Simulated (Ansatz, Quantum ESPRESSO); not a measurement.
# 2H-MoS2, 2 layers, AA' stacking: the gap on the mesh at a withheld member of a series

Method. Quantum ESPRESSO 7.5, PBE, SG15 norm-conserving. Cell and atoms are relaxed under PBE-D3(BJ) (GBRV files) and held. Screened hybrids with norm-conserving files, screening 0.106 per bohr, fixed occupations, a 9×9×1 mesh with exchange on 3×3×1 q points. Levels count from the potential in the middle of the vacuum. The series steps the share of short-range exact exchange (0.25 is HSE06, 0 is PBE).

| share of short-range exact exchange | gap on the mesh (eV) |
| --- | --- |
| 0 | 1.316 |
| 0.125 | 1.573 |
| 0.3 | 1.947 |
| 0.4 | 2.167 |

To predict: What is the gap on the mesh at 0.25?

**Fit.** The rows at 0.125 and 0.3 give a slope of (1.947 − (1.573))/(0.3 − (0.125)) = 2.137, so a straight line gives 1.840 eV. A parabola through these and the row at 0 gives 1.838 eV.

**Check.** 1.839 eV. The line misses by +0.001 and the parabola by −0.001 eV. Both misses are under 5 % of the step from the nearer row.

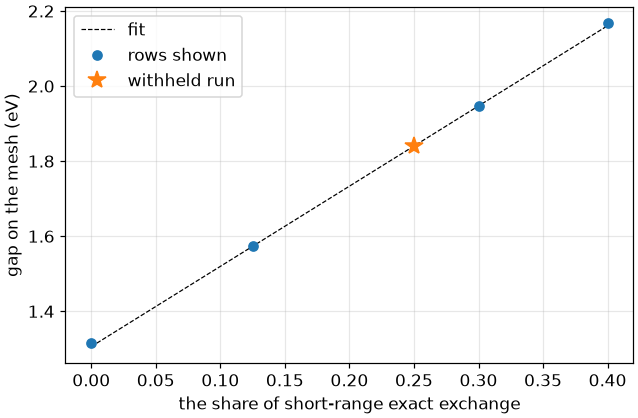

The rows shown, the fit and the withheld run.

**Limits.** Gaps are those of the mesh; no spin-orbit coupling; the q mesh was not tested; the geometry stays that of PBE-D3(BJ).
